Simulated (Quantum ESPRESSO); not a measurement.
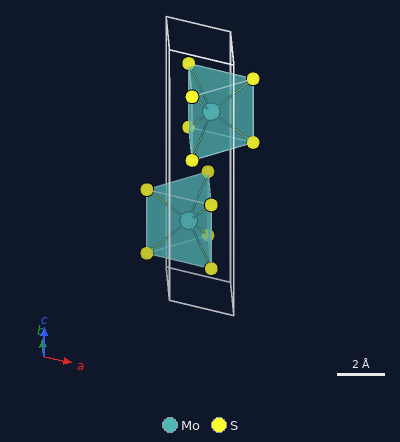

Fig. 1: The input geometry (polyhedral view of the cell of the calculation, seen at an oblique angle; polyhedra are completed across the faces of the cell).

## MoS$_{2}$: single-point calculation (part 1 of 2)

- system: MoS$_{2}$ (P6₃/mmc, 6 atoms in the cell)
- method: Kohn-Sham DFT of a periodic cell, PBE, SG15 PBE 1.2, no spin polarisation (Quantum ESPRESSO 7.5)

The structure derives from an entry of the Crystallography Open Database. The volume is scaled by 0.98.

### The input
```
&CONTROL
  calculation = 'scf'
  prefix = 'pwscf'
  outdir = './tmp'
  pseudo_dir = './pseudo'
  tprnfor = .true.
  tstress = .true.
  disk_io = 'nowf'
/
&SYSTEM
  ibrav = 0
  nat = 6
  ntyp = 2
  ecutwfc = 70
  nbnd = 36
  occupations = 'smearing'
  smearing = 'fd'
  degauss = 0.00367493
/
&ELECTRONS
  conv_thr = 1.2d-09
  electron_maxstep = 120
  mixing_beta = 0.5
/
ATOMIC_SPECIES
Mo    95.9500 Mo_ONCV_PBE-1.2.upf
S     32.0600 S_ONCV_PBE-1.2.upf
CELL_PARAMETERS angstrom
   3.1477309028    0.0000000000    0.0000000000
  -1.5738654514    2.7260149261    0.0000000000
   0.0000000000    0.0000000000   12.2412860984
ATOMIC_POSITIONS crystal
Mo     0.6666666667    0.3333333333    0.7500000000
Mo     0.3333333333    0.6666666667    0.2500000000
S      0.6666666667    0.3333333333    0.3770000000
S      0.3333333333    0.6666666667    0.8770000000
S      0.6666666667    0.3333333333    0.1230000000
S      0.3333333333    0.6666666667    0.6230000000
K_POINTS automatic
10 10 3 0 0 0
```

Machine: 2 threads of Arm Neoverse V1, 24 GiB of memory available, shared host.

Command:
```bash
OMP_NUM_THREADS=1 mpirun -n 2 pw.x -nk 2 -in pw.in > pw.out
```

### Log
```
This program is part of the open-source Quantum ESPRESSO suite
     for quantum simulation of materials; please cite
         "P. Giannozzi et al., J. Phys.:Condens. Matter 21 395502 (2009);
         "P. Giannozzi et al., J. Phys.:Condens. Matter 29 465901 (2017);
         "P. Giannozzi et al., J. Chem. Phys. 152 154105 (2020);
          URL
     in publications or presentations arising from this work. More details at

     Message from routine setup:
     using ibrav=0 with symmetry is DISCOURAGED, use correct ibrav instead

     K-points division:     npool     =       2
     Subspace diagonalization in iterative solution of the eigenvalue problem:
     a serial algorithm will be used

     G-vector sticks info
     --------------------
     sticks:   dense  smooth     PW     G-vecs:    dense   smooth      PW
     Sum         673     673    199                56043    56043    8809

     Using Slab Decomposition

     bravais-lattice index     =            0
     lattice parameter (alat)  =       5.9483  a.u.
     unit-cell volume          =     708.8421 (a.u.)^3
     number of atoms/cell      =            6
     number of atomic types    =            2
     number of electrons       =        52.00
     number of Kohn-Sham states=           36
     kinetic-energy cutoff     =      70.0000  Ry
     charge density cutoff     =     280.0000  Ry
     scf convergence threshold =      1.2E-09
     mixing beta               =       0.5000
     number of iterations used =            8  plain     mixing
     Exchange-correlation= PBE
                           (   1   4   3   4   0   0   0)

     celldm(1)=   5.948349  celldm(2)=   0.000000  celldm(3)=   0.000000
     celldm(4)=   0.000000  celldm(5)=   0.000000  celldm(6)=   0.000000

     crystal axes: (cart. coord. in units of alat)
               a(1) = (   1.000000   0.000000   0.000000 )
               a(2) = (  -0.500000   0.866025   0.000000 )
               a(3) = (   0.000000   0.000000   3.888924 )

     reciprocal axes: (cart. coord. in units 2 pi/alat)
               b(1) = (  1.000000  0.577350 -0.000000 )
               b(2) = (  0.000000  1.154701  0.000000 )
               b(3) = (  0.000000 -0.000000  0.257141 )

     PseudoPot. # 1 for Mo read from file:
     Mo_ONCV_PBE-1.2.upf
     Pseudo is Norm-conserving, Zval = 14.0
     Generated using ONCVPSP code by D. R. Hamann
     Using radial grid of  602 points,  6 beta functions with:
                l(1) =   0
                l(2) =   0
                l(3) =   1
                l(4) =   1
                l(5) =   2
                l(6) =   2

     PseudoPot. # 2 for S  read from file:
     S_ONCV_PBE-1.2.upf
     Pseudo is Norm-conserving, Zval =  6.0
     Generated using ONCVPSP code by D. R. Hamann
     Using radial grid of  602 points,  4 beta functions with:
                l(1) =   0
                l(2) =   0
                l(3) =   1
                l(4) =   1

     atomic species   valence    mass     pseudopotential
     Mo               14.00    95.95000     Mo( 1.00)
     S                 6.00    32.06000     S ( 1.00)

     24 Sym. Ops., with inversion, found (12 have fractional translation)

   Cartesian axes

     site n.     atom                  positions (alat units)
         1        Mo     tau(   1) = (   0.5000000   0.2886751   2.9166930  )
         2        Mo     tau(   2) = (  -0.0000000   0.5773503   0.9722310  )
         3        S      tau(   3) = (   0.5000000   0.2886751   1.4661243  )
         4        S      tau(   4) = (  -0.0000000   0.5773503   3.4105863  )
         5        S      tau(   5) = (   0.5000000   0.2886751   0.4783376  )
         6        S      tau(   6) = (  -0.0000000   0.5773503   2.4227996  )

     number of k points=    28  Fermi-Dirac smearing, width (Ry)=  0.0037
                       cart. coord. in units 2pi/alat
        k(    1) = (   0.0000000   0.0000000   0.0000000), wk =   0.0066667
        k(    2) = (   0.0000000   0.0000000   0.0857135), wk =   0.0133333
        k(    3) = (   0.0000000   0.1154701   0.0000000), wk =   0.0400000
        k(    4) = (   0.0000000   0.1154701   0.0857135), wk =   0.0800000
        k(    5) = (   0.0000000   0.2309401   0.0000000), wk =   0.0400000
        k(    6) = (   0.0000000   0.2309401   0.0857135), wk =   0.0800000
        k(    7) = (   0.0000000   0.3464102   0.0000000), wk =   0.0400000
        k(    8) = (   0.0000000   0.3464102   0.0857135), wk =   0.0800000
        k(    9) = (   0.0000000   0.4618802   0.0000000), wk =   0.0400000
        k(   10) = (   0.0000000   0.4618802   0.0857135), wk =   0.0800000
        k(   11) = (   0.0000000  -0.5773503   0.0000000), wk =   0.0200000
        k(   12) = (   0.0000000  -0.5773503   0.0857135), wk =   0.0400000
        k(   13) = (   0.1000000   0.1732051   0.0000000), wk =   0.0400000
        k(   14) = (   0.1000000   0.1732051   0.0857135), wk =   0.0800000
        k(   15) = (   0.1000000   0.2886751   0.0000000), wk =   0.0800000
        k(   16) = (   0.1000000   0.2886751   0.0857135), wk =   0.1600000
        k(   17) = (   0.1000000   0.4041452   0.0000000), wk =   0.0800000
        k(   18) = (   0.1000000   0.4041452   0.0857135), wk =   0.1600000
        k(   19) = (   0.1000000   0.5196152   0.0000000), wk =   0.0800000
        k(   20) = (   0.1000000   0.5196152   0.0857135), wk =   0.1600000
        k(   21) = (   0.2000000   0.3464102   0.0000000), wk =   0.0400000
        k(   22) = (   0.2000000   0.3464102   0.0857135), wk =   0.0800000
        k(   23) = (   0.2000000   0.4618802   0.0000000), wk =   0.0800000
        k(   24) = (   0.2000000   0.4618802   0.0857135), wk =   0.1600000
        k(   25) = (   0.2000000   0.5773503   0.0000000), wk =   0.0400000
        k(   26) = (   0.2000000   0.5773503   0.0857135), wk =   0.0800000
        k(   27) = (   0.3000000   0.5196152   0.0000000), wk =   0.0400000
        k(   28) = (   0.3000000   0.5196152   0.0857135), wk =   0.0800000

     Dense  grid:    56043 G-vectors     FFT dimensions: (  32,  32, 128)

     Initial potential from superposition of free atoms

     starting charge      51.7773, renormalised to      52.0000
     Starting wfcs are random

     Self-consistent Calculation

     iteration #  1     ecut=    70.00 Ry     beta= 0.50
     Davidson diagonalization with overlap
     ethr =  1.00E-02,  avg # of iterations = 10.2

     Threshold (ethr) on eigenvalues was too large:
     Diagonalizing with lowered threshold

     Davidson diagonalization with overlap
     ethr =  3.72E-04,  avg # of iterations =  2.6

     total energy              =    -356.45819358 Ry
     estimated scf accuracy    <       0.18207481 Ry

     iteration #  2     ecut=    70.00 Ry     beta= 0.50
     Davidson diagonalization with overlap
     ethr =  3.50E-04,  avg # of iterations =  2.6

     total energy              =    -356.49509886 Ry
     estimated scf accuracy    <       0.01536490 Ry

     iteration #  3     ecut=    70.00 Ry     beta= 0.50
     Davidson diagonalization with overlap
     ethr =  2.95E-05,  avg # of iterations =  5.5

     total energy              =    -356.49462473 Ry
     estimated scf accuracy    <       0.01609726 Ry

     iteration #  4     ecut=    70.00 Ry     beta= 0.50
     Davidson diagonalization with overlap
     ethr =  2.95E-05,  avg # of iterations =  2.0

     total energy              =    -356.49748621 Ry
     estimated scf accuracy    <       0.00408852 Ry

     iteration #  5     ecut=    70.00 Ry     beta= 0.50
     Davidson diagonalization with overlap
     ethr =  7.86E-06,  avg # of iterations =  1.0

     total energy              =    -356.49787923 Ry
     estimated scf accuracy    <       0.00009137 Ry

     iteration #  6     ecut=    70.00 Ry     beta= 0.50
     Davidson diagonalization with overlap
     ethr =  1.76E-07,  avg # of iterations =  3.7

     total energy              =    -356.49790351 Ry
     estimated scf accuracy    <       0.00000547 Ry

     iteration #  7     ecut=    70.00 Ry     beta= 0.50
     Davidson diagonalization with overlap
     ethr =  1.05E-08,  avg # of iterations =  2.3

     total energy              =    -356.49790462 Ry
     estimated scf accuracy    <       0.00000043 Ry

     iteration #  8     ecut=    70.00 Ry     beta= 0.50
     Davidson diagonalization with overlap
     ethr =  8.33E-10,  avg # of iterations =  3.0

     total energy              =    -356.49790479 Ry
     estimated scf accuracy    <       0.00000008 Ry

     iteration #  9     ecut=    70.00 Ry     beta= 0.50
     Davidson diagonalization with overlap
     ethr =  1.49E-10,  avg # of iterations =  2.0

     End of self-consistent calculation

          k = 0.0000 0.0000 0.0000 (  6955 PWs)   bands (ev):

   -50.2002 -50.2002 -24.3775 -24.3774 -24.1372 -24.1372 -24.1372 -24.1372
    -3.7955  -3.5162  -2.5387  -2.0746   4.2972   5.3578   7.7437   7.9429
     7.9429   7.9561   7.9561   9.0806   9.0806   9.1284   9.1284  10.1068
    10.1164  11.3182  13.4545  13.4545  13.4831  13.4831  13.6328  13.6328
    13.8123  13.8123  16.9708  17.0784

          k = 0.0000 0.0000 0.0857 (  6968 PWs)   bands (ev):

   -50.2002 -50.2002 -24.3775 -24.3774 -24.1372 -24.1372 -24.1372 -24.1372
    -3.7397  -3.6043  -2.4067  -2.1790   4.5095   5.0181   7.9461   7.9461
     7.9527   7.9527   8.2299   9.0925   9.0925   9.1165   9.1165   9.1797
    10.8075  11.1982  13.4561  13.4561  13.4678  13.4678  13.6855  13.6855
    13.7726  13.7726  17.0020  17.0554

          k = 0.0000 0.1155 0.0000 (  6975 PWs)   bands (ev):

   -50.1961 -50.1961 -24.3694 -24.3693 -24.1784 -24.1784 -24.1465 -24.1465
    -3.6403  -3.3633  -2.4665  -2.0223   4.4718   5.5263   7.4431   7.6087
     7.6350   8.1003   8.1216   8.5474   8.8379   8.8926   9.2355  10.1188
    10.2784  11.0164  13.2957  13.3311  13.3701  13.4475  13.5098  13.6576
    13.6891  13.7682  17.6654  17.7649

          k = 0.0000 0.1155 0.0857 (  6965 PWs)   bands (ev):

   -50.1961 -50.1961 -24.3693 -24.3693 -24.1784 -24.1784 -24.1465 -24.1465
    -3.5854  -3.4515  -2.3384  -2.1209   4.6771   5.1780   7.6101   7.6245
     7.8582   8.1054   8.1160   8.3948   8.8517   8.8791   9.2898   9.5945
    10.7004  10.9485  13.3029  13.3186  13.4151  13.4828  13.4858  13.5767
    13.7369  13.7625  17.6941  17.7435

          k = 0.0000 0.2309 0.0000 (  7012 PWs)   bands (ev):

   -50.1852 -50.1852 -24.3479 -24.3478 -24.2850 -24.2850 -24.1708 -24.1708
    -3.2073  -2.9413  -2.2649  -1.8790   4.8829   5.8433   6.8554   6.9081
     7.0416   7.6412   8.3160   8.3823   8.5215   8.5675   9.1381   9.9790
     9.9951  10.2376  12.6496  13.0845  13.2669  13.3165  13.3941  13.7103
    14.1707  14.3531  18.7549  19.0625

          k = 0.0000 0.2309 0.0857 (  7002 PWs)   bands (ev):

   -50.1852 -50.1852 -24.3479 -24.3478 -24.2850 -24.2850 -24.1708 -24.1708
    -3.1560  -3.0286  -2.1486  -1.9612   5.0589   5.5035   6.8999   6.9358
     7.2659   7.5626   8.3299   8.3622   8.5365   8.5587   9.2425   9.5847
    10.1935  10.2379  12.8019  13.0818  13.1353  13.2497  13.5248  13.6570
    14.2253  14.3149  18.8155  18.9737

          k = 0.0000 0.3464 0.0000 (  7002 PWs)   bands (ev):

   -50.1716 -50.1716 -24.4145 -24.4145 -24.3212 -24.3212 -24.2007 -24.2007
    -2.5983  -2.3641  -1.9830  -1.6895   5.0655   5.5872   6.2278   6.4013
     6.7295   6.9604   7.8046   7.8797   8.7880   9.0417   9.1389   9.4054
     9.5167   9.7374  12.6011  12.8457  13.0369  13.4276  13.6704  14.4282
    14.5625  14.8722  18.4872  18.8554

          k = 0.0000 0.3464 0.0857 (  6998 PWs)   bands (ev):

   -50.1716 -50.1716 -24.4145 -24.4145 -24.3212 -24.3212 -24.2007 -24.2007
    -2.5556  -2.4460  -1.8865  -1.7473   5.1703   5.4220   6.2686   6.3581
     6.8290   6.9443   7.8223   7.8598   8.8883   9.0672   9.1157   9.1640
     9.6354   9.7130  12.7760  12.8878  12.9825  13.1403  13.9484  14.2787
    14.6461  14.8001  18.3487  18.4699

          k = 0.0000 0.4619 0.0000 (  7016 PWs)   bands (ev):
```
